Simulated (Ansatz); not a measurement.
**Al: geometry relaxation (part 1 of 2)**

Al (slab, 8 atoms in the cell), computed with DFT r2SCAN, scalar-relativistic, plane waves, PAW, no spin polarisation (Ansatz 0.2.0).

The structure derives from a Materials Project entry. It belongs to a series of runs on one base structure; here: (0 0 1) slab, atoms relaxed.

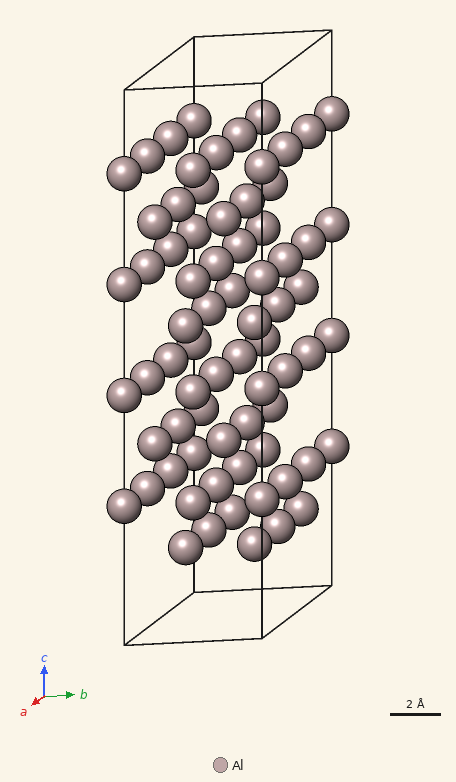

The structure as given in the input (spheres-only view of the 3 × 2 repeat of the cell, with the vacuum cut short, seen slightly off an axis).

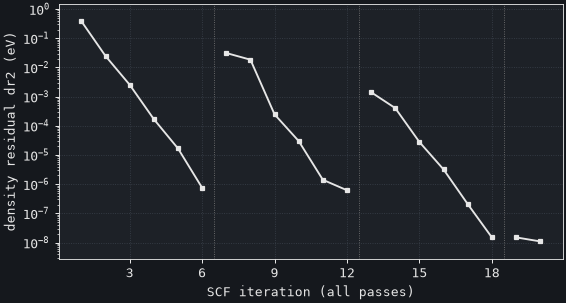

Convergence of the self-consistent field: density residual dr2 against the SCF iteration. Dotted lines part the SCF passes that the log prints in full.

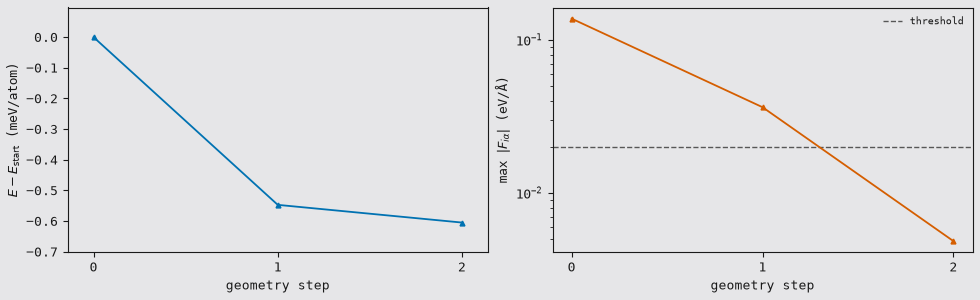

Progress of the relaxation, step by step (the first geometry is step 0 here and step 1 in the log).

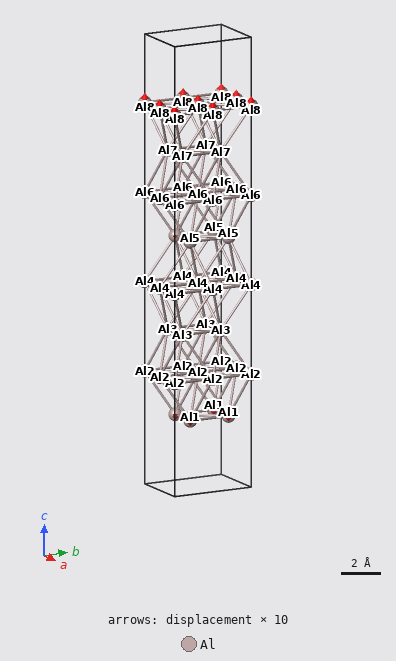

The starting structure with the displacements as red arrows, magnified 10 times (ball-and-stick view of the 2 × 2 repeat of the cell, with the vacuum cut short, seen slightly off an axis). After 2 geometry steps the energy has fallen by 0.6 meV per atom. The largest force component goes from 0.14 to 0.0048 eV/Å. The largest move is that of Al8, 0.050 Å. The cell doesn't change. Among the contacts that change: Al7–Al8 2.831 → 2.868 Å, Al1–Al2 2.831 → 2.846 Å, Al4–Al5 2.831 → 2.817 Å, Al2–Al3 2.831 → 2.840 Å. (Atoms are counted from 1 in the order of the input.)

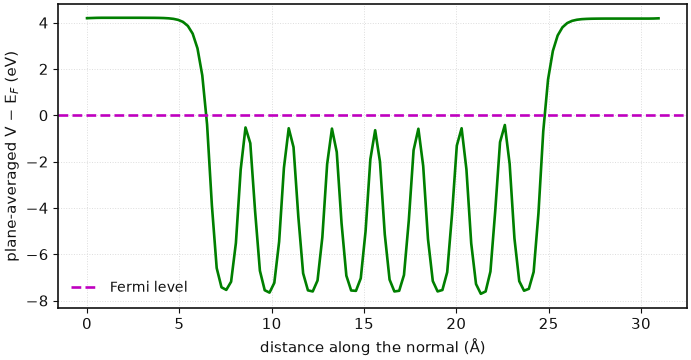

Plane average of the electrostatic potential energy of an electron across the cell, from the Fermi level. The vacuum level lies 4.17 eV above the Fermi level on the upper side and 4.21 eV on the lower.

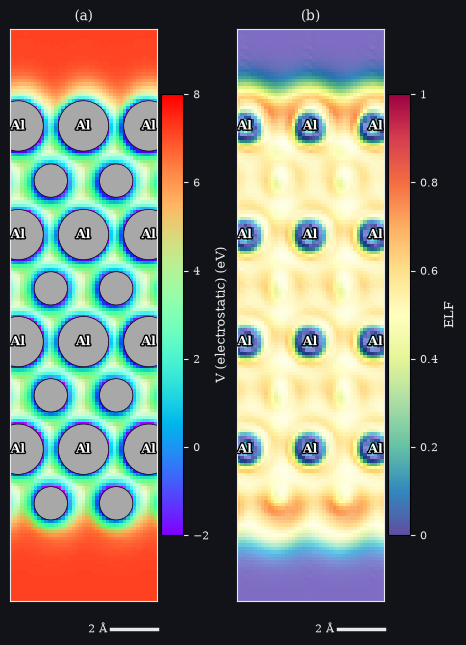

(a) electrostatic potential energy of an electron; (b) electron localisation function on the (11̄0) plane of the calculation cell, a cut from vacuum to vacuum. Grey discs, where drawn, cover atomic cores. Atoms in the plane: Al. Al–Al (2.82 Å): the ELF peaks at about 0.60 between the atoms. The fields are those of the smooth PAW valence density.

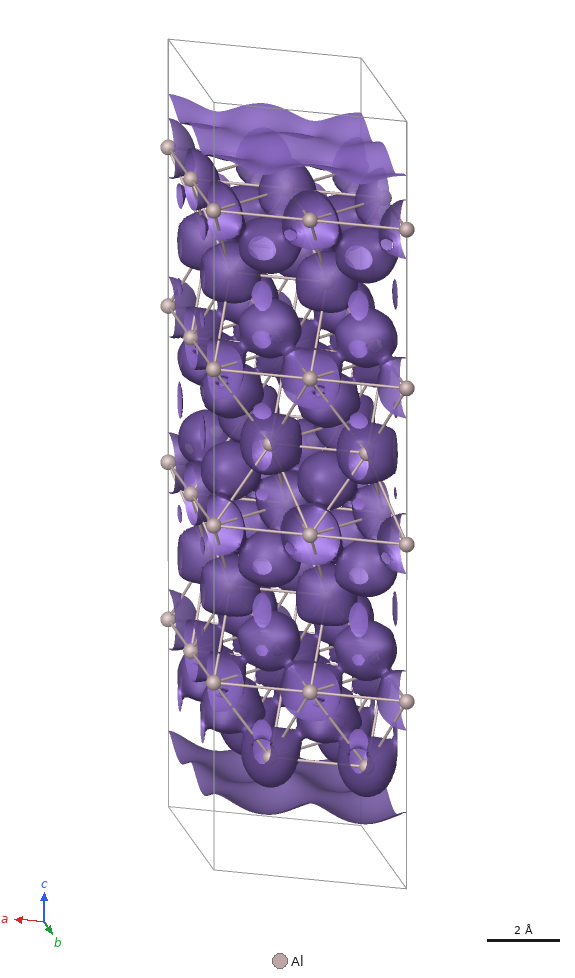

Isosurface of the ELF at 0.5 (purple), seen at an oblique angle. Only the valence region is drawn (cores and ρ < 0.01 e/Å³ removed). Sticks mark near contacts. Counts are for one cell; the picture repeats the cell along the surface.  Values along the shortest contacts: Al–Al (2.82 Å): the ELF peaks at about 0.60 between the atoms. Al–Al (2.87 Å): the ELF peaks at about 0.60 between the atoms.

These pictures come from the run below.

Input:
```yaml
crystal:
  lattice:
    - [2.8221979706, 0.0, 0.0]
    - [-1.4110989853, 2.4440951371, 0.0]
    - [0.0, 0.0, 31.2086038337]
  atoms:
    - { symbol: Al, position: [0.3333333333, 0.6666666667, 0.2403183443] }
    - { symbol: Al, position: [0.0, 0.0, 0.314513103] }
    - { symbol: Al, position: [0.6666666667, 0.3333333333, 0.3887078618] }
    - { symbol: Al, position: [0.0, 0.0, 0.4629026206] }
    - { symbol: Al, position: [0.3333333333, 0.6666666667, 0.5370973794] }
    - { symbol: Al, position: [0.0, 0.0, 0.6112921382] }
    - { symbol: Al, position: [0.6666666667, 0.3333333333, 0.685486897] }
    - { symbol: Al, position: [0.0, 0.0, 0.7596816557] }
basis:
  ecutwfc: 500
kpoints:
  mp_grid: { grid: [12, 12, 1] }
hamiltonian:
  xc: r2scan
scf:
  occupations: { method: gaussian, width: 0.1 }
output:
  forces: true
  eigenvalues: true
  write_density: true
  write_potential: true
  elf: true
  volumetric_format: npy
relax:
  adjacent_minimum: "off"
  f_tol: 0.02
  max_steps: 60
efield:
  axis: 3
  dipole_correction: true
  ramp_width: 0.04
```

Launch command:
```bash
ansatz run input.yaml --threads 1 --pin off --max-ram 2560MiB --backend cpu --events-out ev --progress --plain --runs-dir out
```

The program's output:
```
Engine: ansatz 0.2.0, x86_64-unknown-linux-gnu
Pseudopotentials: kind: paw
Pseudopotential: Al, paw, valence charge 3, recommended cutoff 500 eV (meta_gga), Al.paw.azcp
Functional definition: r2SCAN
  parameter k0 = 0.174
  parameter k1 = 0.065
  parameter a1 = 4.9479
  exchange = r2scan_x(k0 = k0, k1 = k1, a1 = a1)
  correlation = r2scan_c
Crystal: 8 atoms, lattice volume = 215.268 Å³
Basis set: ecut = 500 eV, 5429 PW (Γ), exchange–correlation on 96×96×960 points (64 copies of the dense FFT grid, shifted against one another)
Bands: 20, of which v1, the nominal top of the filled ones, is band 12 counted from 1 (11 counted from 0)
Symmetry: 6 space group operations
Space group: P3m1 (ITA 156), of the structure as read, at distance tolerance 6.0e-5 Å
k-points: 19 of 144 (time reversal used)
Non-local potential: Al, projectors of the file, l = 0: 2, l = 1: 2, l = 2: 1
PAW form: soft (Blöchl's): semilocal exchange-correlation on the pseudo side does not see the compensation charge
PAW frozen core: Al, regenerated for the run's functional (the file was generated under x = pbe(κ = 0.804, μ = 0.2195149727645171), c = pbe(β = 0.06672455060314922))
PAW one-centre angular grid: Al, 302 points (default); XC on 160 Gauss nodes
Initial density: superposition of atomic densities (neutral atoms: chi_scale 0, normalization atom), corrected by the library's trained network
Initial wavefunctions: pseudopotential atomic-orbital guess
Functional: x = r2scan, c = r2scan; τ floored in thin density (d = 2e-4 eV/Å³)
SCF iter   1: F=—  HF=-4322.361111 eV  |F-HF|=—  |Δ(HF+E_count)|=         —  Δρ=3.07e-3  dr2=3.82e-1  dr2_τ=3.57e-2  ethr=1.77e-3  p=0.000 e·Å  D=3.24e-4 V/Å  ΔV_dip=-0.01 eV  dr2_dipole=5.79e-3  V_vac-E_F(+/−)=4.11/4.12 eV  ⟨swp⟩=11.3  Hψ=2950  notcnv=0  defer=1
efield: sawtooth ramp at fractional position 0.9800 (placed from the atoms, in the widest stretch of the axis that holds none; the zero of the levels goes with the place), width 0.0400; the density the first Hamiltonian is built on has a dipole p = 0.000 e·Å; the dipole correction subtracts the counter field D = 3.24e-4 V/Å, which shifts the + side's vacuum level by -0.01 eV against the − side's; the planar-averaged density in the ramp window peaks in size at 1.9e-5 e/Å³
preconditioner: auto → LDOS  [metal: Δε(μ)=0.056 eV  Ē_g=7.457 eV  σ=0.100 eV  W_gap=0.31  n_scr=18 (ndim 8)  ℏωp=12.4 eV  f_vac=0.334  D(μ)=2.72/eV (n_scr^D=14)  β→1.0]
SCF iter   2: F=—  HF=-4322.401640 eV  |F-HF|=—  |Δ(HF+E_count)|=   4.05e-2  Δρ=9.56e-4  dr2=2.46e-2  dr2_τ=6.76e-5  ethr=1.59e-3  p=0.001 e·Å  D=7.19e-4 V/Å  ΔV_dip=-0.02 eV  dr2_dipole=4.37e-3  V_vac-E_F(+/−)=4.16/4.18 eV  ⟨swp⟩=2.1  Hψ=628  notcnv=0  defer=36
SCF iter   3: F=—  HF=-4322.402197 eV  |F-HF|=—  |Δ(HF+E_count)|=   5.57e-4  Δρ=3.31e-4  dr2=2.55e-3  dr2_τ=3.39e-6  ethr=1.02e-4  p=0.001 e·Å  D=9.80e-4 V/Å  ΔV_dip=-0.03 eV  dr2_dipole=3.34e-4  V_vac-E_F(+/−)=4.17/4.20 eV  ⟨swp⟩=1.6  Hψ=412  notcnv=0  defer=37
SCF iter   4: F=—  HF=-4322.402189 eV  |F-HF|=—  |Δ(HF+E_count)|=   7.88e-6  Δρ=8.96e-5  dr2=1.69e-4  dr2_τ=1.73e-7  ethr=1.06e-5  p=0.001 e·Å  D=9.66e-4 V/Å  ΔV_dip=-0.03 eV  dr2_dipole=8.43e-6  V_vac-E_F(+/−)=4.18/4.21 eV  ⟨swp⟩=2.1  Hψ=520  notcnv=0  defer=37
SCF iter   5: F=—  HF=-4322.402190 eV  |F-HF|=—  |Δ(HF+E_count)|=   5.50e-7  Δρ=2.39e-5  dr2=1.68e-5  dr2_τ=2.62e-8  ethr=7.04e-7  p=0.001 e·Å  D=9.12e-4 V/Å  ΔV_dip=-0.03 eV  dr2_dipole=1.05e-6  V_vac-E_F(+/−)=4.18/4.21 eV  ⟨swp⟩=1.8  Hψ=472  notcnv=0  defer=37
SCF iter   6: F=-4322.402189 eV  HF=-4322.402190 eV  |F-HF|=1.08e-6  |Δ(HF+E_count)|=   1.92e-7  Δρ=6.39e-6  dr2=7.52e-7  dr2_τ=9.59e-10  ethr=4.17e-8  p=0.001 e·Å  D=9.12e-4 V/Å  ΔV_dip=-0.03 eV  dr2_dipole=5.01e-7  V_vac-E_F(+/−)=4.18/4.21 eV  ⟨swp⟩=24.5  Hψ=3981  notcnv=0
SCF 1 converged in 6 iterations: F = -4322.402189 eV  dr2 = 7.52e-7
  greatest PAW one-centre occupation: 0.455 electrons in one spin orbital (limit 2), on the Al atom at site 7 (counted from 0), in its partial waves of l = 0
relax step   1: F+E_penalty+E_count = -4322.40218875 eV  Δ(F+E_penalty+E_count) = +0.000e0 eV  max|allowed force component| = 1.378e-1 eV/Å  Δτ_max = 0.0000 Å  (6 SCF iters, dr2 threshold 1.00e-5 eV, accepted)
Initial density: handed on by an earlier stage of this run
Initial wavefunctions: those handed on with the density
iter 1 solved again at ethr=1.58e-4 eV; its pass at ethr=3.10e-3 eV (dr2=3.79e-2 eV) is discarded
SCF iter   1: F=—  HF=-4322.404684 eV  |F-HF|=—  |Δ(HF+E_count)|=         —  Δρ=1.08e-3  dr2=3.13e-2  dr2_τ=2.75e-4  ethr=1.58e-4  p=0.001 e·Å  D=9.12e-4 V/Å  ΔV_dip=-0.03 eV  dr2_dipole=5.03e-3  V_vac-E_F(+/−)=4.18/4.21 eV  ⟨swp⟩=1.7  Hψ=1693  notcnv=0  defer=34
efield: sawtooth ramp at fractional position 0.9800 (handed on by an earlier solve), width 0.0400; the density the first Hamiltonian is built on has a dipole p = 0.001 e·Å; the dipole correction subtracts the counter field D = 9.12e-4 V/Å, which shifts the + side's vacuum level by -0.03 eV against the − side's; the planar-averaged density in the ramp window peaks in size at 6.4e-7 e/Å³
preconditioner: auto → LDOS  [metal: Δε(μ)=0.047 eV  Ē_g=7.443 eV  σ=0.100 eV  W_gap=0.26  n_scr=18 (ndim 8)  ℏωp=12.4 eV  f_vac=0.328  D(μ)=1.88/eV (n_scr^D=12)  β→1.0]
SCF iter   2: F=—  HF=-4322.407141 eV  |F-HF|=—  |Δ(HF+E_count)|=   2.46e-3  Δρ=5.16e-4  dr2=1.85e-2  dr2_τ=2.00e-5  ethr=1.31e-4  p=0.001 e·Å  D=9.31e-4 V/Å  ΔV_dip=-0.03 eV  dr2_dipole=3.38e-3  V_vac-E_F(+/−)=4.20/4.23 eV  ⟨swp⟩=2.6  Hψ=557  notcnv=0  defer=34
SCF iter   3: F=—  HF=-4322.406520 eV  |F-HF|=—  |Δ(HF+E_count)|=   6.21e-4  Δρ=1.25e-4  dr2=2.47e-4  dr2_τ=6.90e-7  ethr=7.71e-5  p=0.001 e·Å  D=1.12e-3 V/Å  ΔV_dip=-0.03 eV  dr2_dipole=3.60e-6  V_vac-E_F(+/−)=4.18/4.21 eV  ⟨swp⟩=1.5  Hψ=387  notcnv=0  defer=34
SCF iter   4: F=—  HF=-4322.406566 eV  |F-HF|=—  |Δ(HF+E_count)|=   4.64e-5  Δρ=4.58e-5  dr2=3.01e-5  dr2_τ=3.70e-8  ethr=1.03e-6  p=0.001 e·Å  D=1.19e-3 V/Å  ΔV_dip=-0.04 eV  dr2_dipole=1.43e-6  V_vac-E_F(+/−)=4.17/4.21 eV  ⟨swp⟩=2.2  Hψ=539  notcnv=0  defer=34
SCF iter   5: F=—  HF=-4322.406565 eV  |F-HF|=—  |Δ(HF+E_count)|=   5.78e-7  Δρ=1.38e-5  dr2=1.42e-6  dr2_τ=5.76e-9  ethr=1.25e-7  p=0.001 e·Å  D=1.11e-3 V/Å  ΔV_dip=-0.03 eV  dr2_dipole=8.84e-9  V_vac-E_F(+/−)=4.17/4.21 eV  ⟨swp⟩=2.6  Hψ=520  notcnv=0  defer=34
SCF iter   6: F=-4322.406565 eV  HF=-4322.406566 eV  |F-HF|=6.45e-7  |Δ(HF+E_count)|=   2.15e-7  Δρ=5.07e-6  dr2=6.21e-7  dr2_τ=8.98e-10  ethr=4.94e-9  p=0.001 e·Å  D=1.12e-3 V/Å  ΔV_dip=-0.03 eV  dr2_dipole=1.24e-7  V_vac-E_F(+/−)=4.17/4.21 eV  ⟨swp⟩=24.7  Hψ=3818  notcnv=0
SCF 2 converged in 6 iterations: F = -4322.406565 eV  dr2 = 6.21e-7
  greatest PAW one-centre occupation: 0.454 electrons in one spin orbital (limit 2), on the Al atom at site 7 (counted from 0), in its partial waves of l = 0
```
